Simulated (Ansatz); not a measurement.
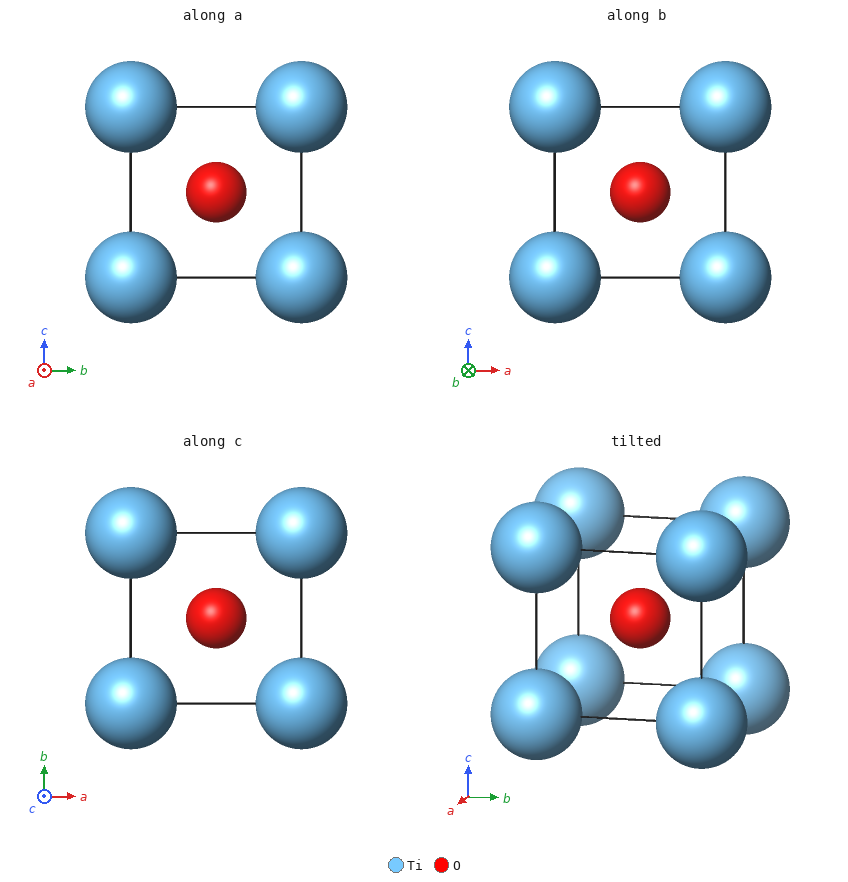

A spheres-only rendering, viewed along the a axis, along the b axis, along the c axis and slightly off an axis. The box is the conventional unit cell; atoms on or close to its faces, edges and corners are drawn wherever they repeat.

Lattice parameters: a = 2.6235 Å, b = 2.6235 Å, c = 2.6235 Å, α = 90.000°, β = 90.000°, γ = 90.000°.

Q: Give the structure in the form of a CIF in P1 with every atom of the cell.

A:
```cif
data_structure
_symmetry_space_group_name_H-M 'P 1'
_symmetry_Int_Tables_number 1
_cell_length_a 2.6235
_cell_length_b 2.6235
_cell_length_c 2.6235
_cell_angle_alpha 90.000
_cell_angle_beta 90.000
_cell_angle_gamma 90.000
_cell_volume 18.06
loop_
_atom_site_label
_atom_site_type_symbol
_atom_site_fract_x
_atom_site_fract_y
_atom_site_fract_z
_atom_site_occupancy
Ti1 Ti 0.0000 0.0000 0.0000 1
O1 O 0.5000 0.5000 0.5000 1
```

Source of the structure: a structure type filled with these elements by a generator (whether the compound takes this form wasn't checked). What is shown is the relaxed result from DFT r2SCAN, scalar-relativistic, plane waves, PAW (Ansatz).
